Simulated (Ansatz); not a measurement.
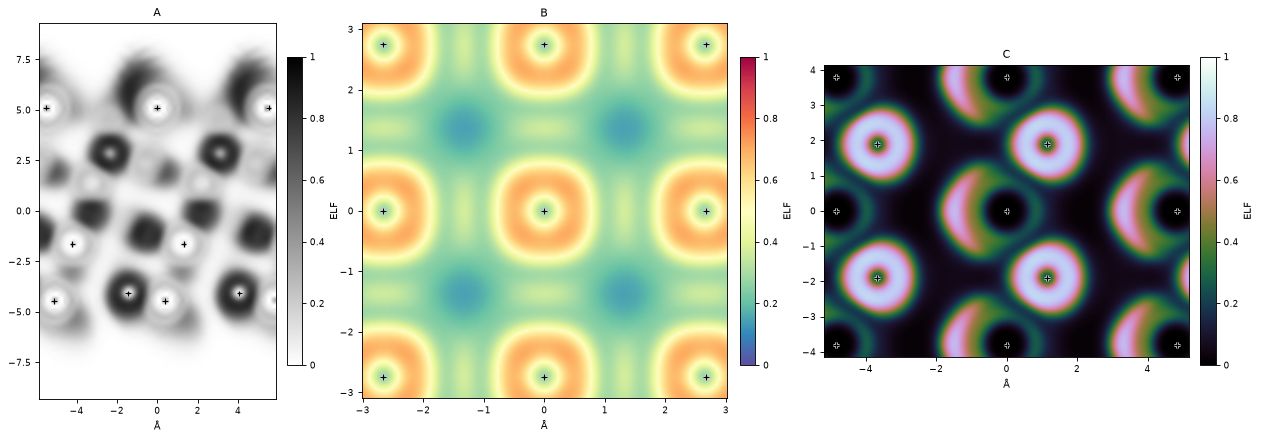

The electron localisation function of 3 systems, each on a plane through atoms (crosses mark nuclei in the plane).

Computed with DFT PBEsol, scalar-relativistic, plane waves, PAW (Ansatz 0.2.0).

System 1: Ir, the (001) plane of the conventional cell. Space group Immm; changed on purpose from its base cell (strain +0.0300 x Voigt [0, 0, 0, 0, 0, 1], atoms carried along); computed without spin polarisation.

```
Ir
1.0
     1.88639   -1.88639    0.00000
     1.94384    1.94384    0.00000
     0.00000    0.00000    3.83023
Ir
2
Direct
  0.00000 0.00000 0.00000
  0.50000 0.50000 0.50000
```

System 2: SnO, the (110) plane of the conventional cell. Space group Cmme; changed on purpose from its base cell (strain +0.0050 x Voigt [0, 0, 0, 0, 0, 1], atoms carried along).

```
Sn O
1.0
     3.79250   -3.79250    0.00000
     3.81150    3.81150    0.00000
     0.00000    0.00000    4.83600
Sn O
4 4
Cartesian
  2.8491 -0.9434 1.1534
  2.8586 2.8586 1.1534
  0.9529 0.9529 3.6826
  4.7549 0.9624 3.6826
  2.8444 -2.8444 0.0000
  2.8539 0.9576 0.0000
  0.9481 -0.9481 0.0000
  4.7501 -0.9386 0.0000
```

System 3: GaN (slab), the (100) plane of the calculation cell, a cut from vacuum to vacuum. 

Match each panel to its system.

Answer. Panel A is system 3, GaN: the plane holds Ga and N. Ga–N (1.87 Å): the ELF peaks at about 0.80 in the valence shell of N, 0.6 Å from its nucleus, and is about 0.50 at the midpoint. Panel B is system 1, Ir: the plane holds Ir. Ir–Ir (2.67 Å): the ELF is about 0.35 at the midpoint. Panel C is system 2, SnO: the plane holds Sn and O. Sn–O (2.22 Å): the ELF peaks at about 0.85 in the valence shell of O, 0.6 Å from its nucleus, and is about 0.20 at the midpoint; no localised pair shows between them.
